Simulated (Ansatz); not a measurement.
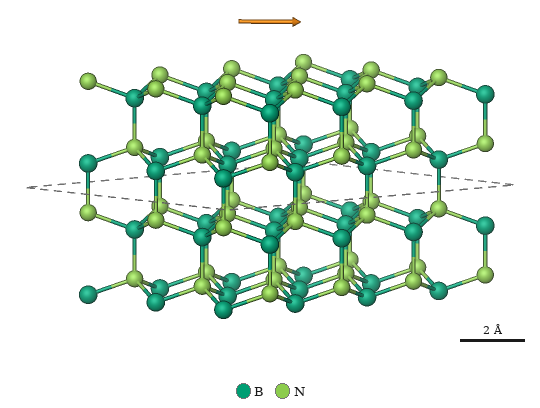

A scan of solid BN (P6_3mc): the crystal above a cut along the (0 0 1) plane of the conventional cell (between a plane of N below and one of B above, 1.58 Å apart) is slid rigidly by fractions of an in-plane lattice vector 4.42 Å long (a generalised stacking fault). One cut stands in each cell, which starts 12.7 Å high; nothing is relaxed, and the dashed outline marks the cut, the arrow on top the direction of slip. The picture shows the perfect crystal around the cut (dashed). The picture is a ball-and-stick view of the layers on both sides of the cut, seen from the side, nearly along the cut plane.

All numbers below come from DFT PBE, scalar-relativistic, plane waves, PAW in Ansatz. Settings: plane-wave cutoff 420 eV; k-point mesh 10 × 10 × 2; occupations gaussian; smearing width 0.05 eV; no spin polarisation. Energies (free energies at the smearing named) are counted from the relaxed crystal.

```
B N
1.0
    -2.55458    0.00000    0.00000
    -1.27729   -2.21233    0.00000
     0.00000    0.00000   12.67354
B N
6 6
Cartesian
  -2.5546 -1.4749 4.2237
  -2.5546 -1.4749 8.4482
  -2.5546 -1.4749 12.6727
  -1.2773 -0.7374 2.1114
  -1.2773 -0.7374 6.3360
  -1.2773 -0.7374 10.5605
  -2.5546 -1.4749 2.6411
  -2.5546 -1.4749 6.8657
  -2.5546 -1.4749 11.0902
  -1.2773 -0.7374 0.5289
  -1.2773 -0.7374 4.7534
  -1.2773 -0.7374 8.9779
```

### What energies does the calculation give (the slip: 0.000, 0.083, 0.167, 0.250, 0.333, 0.417, 0.500, 0.583, 0.667, 0.750, 0.833, 0.917, 1.000)?

| slip (fraction of the lattice vector) | γ (mJ/m²) |
| --- | --- |
| 0.000 | 0 |
| 0.083 | 1055 |
| 0.167 | 3738 |
| 0.250 | 6439 |
| 0.333 | 7329 |
| 0.417 | 7157 |
| 0.500 | 7797 |
| 0.583 | 9637 |
| 0.667 | 11001 |
| 0.750 | 8863 |
| 0.833 | 4516 |
| 0.917 | 1152 |
| 1.000 | 0 |

Points that are alike by symmetry were computed once.

The curve starts and ends at zero, since a full lattice vector restores the crystal. Its highest computed point is 11001 mJ/m² at slip 0.667, which the unstable stacking-fault energy of this rigid path equals or slightly exceeds. No local minimum shows among the points, so there is no metastable fault on this line. The path isn't symmetric about half-way. Relaxation across the fault would lower the values.

As a plot (hollow markers are points alike by symmetry):

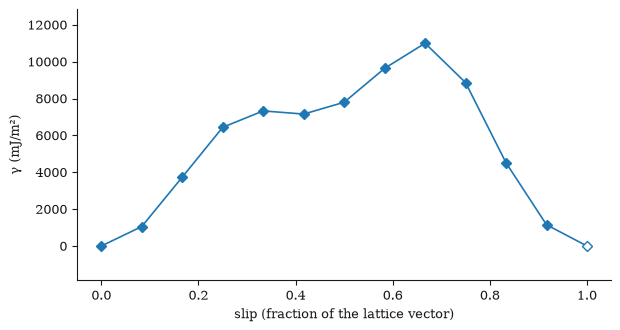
